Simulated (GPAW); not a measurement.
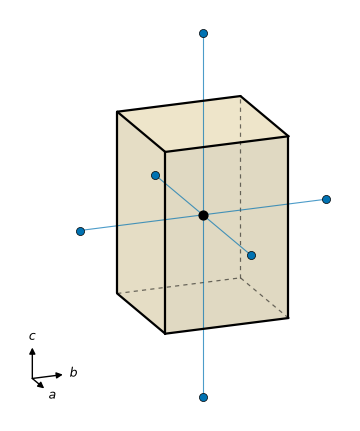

Crystal: HfO2, a cell listed in the Materials Project, as set up for an electronic-structure calculation. The Wigner–Seitz cell of the crystal's lattice, with lines to the lattice points that define its faces. All values are computed from the atomic coordinates in the standard setting (tolerance 0.002 Å).

a = 3.558 Å, b = 3.558 Å, c = 5.172 Å, α = 90.00°, β = 90.00°, γ = 90.00°; space group P4_2/nmc (No. 137, origin choice 1).

> Describe the polyhedron.

A parallelepiped: 6 faces (6 with 4 edges), 12 edges, 8 vertices. Its volume is that of the primitive cell, 65.5 Å³.

> Which lattice vectors do the faces bisect?

```csv
example,length (Å),faces,edges of each,area (Å²)
a,3.56,4,4,18.4
c,5.17,2,4,12.7
```
